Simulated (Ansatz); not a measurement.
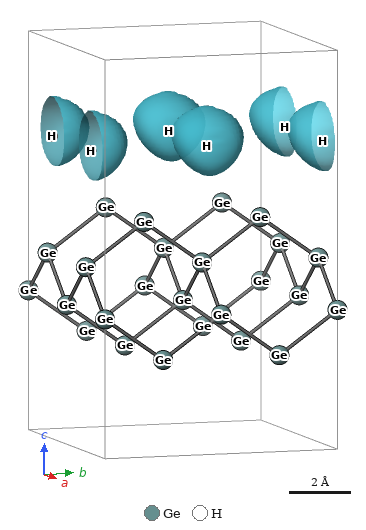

Figure. Ge4H (slab). Isosurface of the ELF at 0.9 (cyan), seen slightly off an axis. Core shells and regions of very low density are left out. Sticks mark near contacts.

A point of a scan over the structure, not its minimum; not relaxed (largest force 0.8 eV/Å); computed without spin polarisation; PAW files of the earlier set (soft_1).

Method: DFT PBE+D3(BJ), scalar-relativistic, plane waves, PAW (Ansatz).

Core electrons are frozen (PAW), and the valence fields are smoothed inside the atomic spheres.

Input file:

```
crystal:
  lattice:
    - [4.0303587907, 0.0, 0.0]
    - [0.0, 4.0303587907, 0.0]
    - [0.0, 0.0, 21.6416627718]
  atoms:
    - { symbol: Ge, position: [0.0, 0.5, 0.1848286817] }
    - { symbol: Ge, position: [0.0, 0.0, 0.2506714513] }
    - { symbol: Ge, position: [0.5, 0.0, 0.3196569899] }
    - { symbol: Ge, position: [0.5, 0.5, 0.3854446333] }
    - { symbol: H, position: [0.625, 1.0, 0.5009625594] }
basis:
  ecutwfc: 420
kpoints:
  mp_grid: { grid: [7, 7, 1] }
hamiltonian:
  xc: pbe
  pseudopotentials: { kind: paw, azcp: { folder: soft_1 } }
  dispersion: d3bj
scf:
  occupations: { method: gaussian, width: 0.1 }
output:
  forces: true
  eigenvalues: true
  write_density: true
  write_potential: true
  elf: true
  volumetric_format: npy
efield:
  axis: 3
  dipole_correction: true
  ramp_width: 0.04
```

Command:

```sh
ansatz run input.yaml --threads 1 --pin off --max-ram 3072MiB --backend cpu --events-out ev --progress --plain --runs-dir out
```

Question: What do the ELF domains correspond to?

Answer: At this value the surface marks out one region around a hydrogen nucleus, counted in one cell of 5 atoms. Counts are for one cell; the picture repeats the cell along the surface. Along the contacts the grid gives the following. Ge–Ge (2.47 Å): the ELF peaks at about 0.75 between the atoms. Ge–H (3.25 Å): the ELF climbs to about 1 towards the hydrogen.
